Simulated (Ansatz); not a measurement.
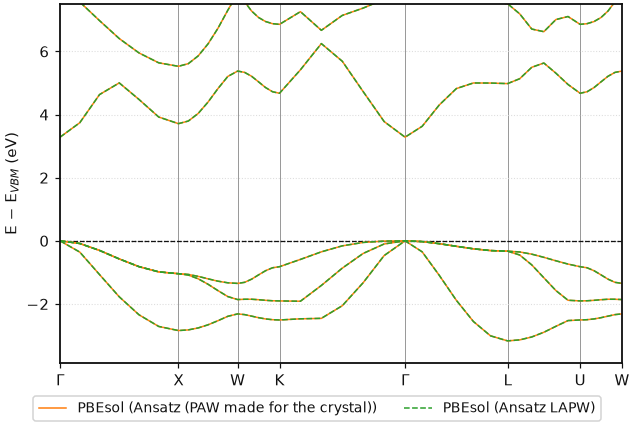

Band structures of zincblende MgS, space group F-43m (No. 216), 2 atoms in the primitive cell (cubic a = 5.666 Å), by two bases with one functional on the same cell. Each is counted from its own valence-band top.

> What changes from one basis to the other?

The gap hardly changes: PBEsol (Ansatz (PAW made for the crystal)) gives a gap of 3.28 eV along the path and PBEsol (Ansatz LAPW) gives a gap of 3.28 eV along the path. Over the top 3 filled bands the two differ by under 0.01 eV on average.

Settings. PBEsol (Ansatz (PAW made for the crystal)): PBEsol, PAW data sets made for the crystal, no spin polarisation, no spin-orbit coupling, 8×8×8 k mesh, Fermi-Dirac smearing of 0.05 eV (Ansatz 0.2.0). PBEsol (Ansatz LAPW): all-electron LAPW, no spin polarisation, no spin-orbit coupling, 8×8×8 k mesh, Fermi-Dirac smearing of 0.05 eV (Ansatz 0.2.0).

LDA, GGA and most meta-GGA functionals understate gaps. The usual form of MgS is rocksalt.
